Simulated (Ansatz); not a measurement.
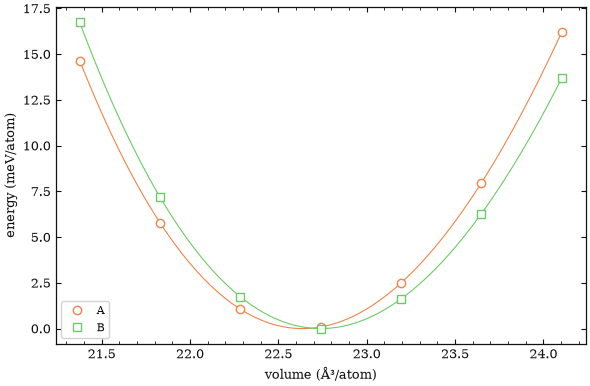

The picture above shows the energy against volume, with one curve for each functional, for MgS (space group F-43m). The labels are replaced by letters. In alphabetical order the cases are: HSE03; r2SCANh.

Computed with Ansatz 0.2.0: plane-wave DFT, no spin polarisation; energies at scaled volumes of the given cell, shape and fractions fixed, counted from the fit's minimum, third-order Birch-Murnaghan fit. All runs: no spin polarisation.

- potentials: Ansatz PAW

**Which letter stands for which functional?**

A: r2SCANh; B: HSE03.

Caveats: coarse k mesh (r2SCANh); the program warns: stress exchange threshold loose.
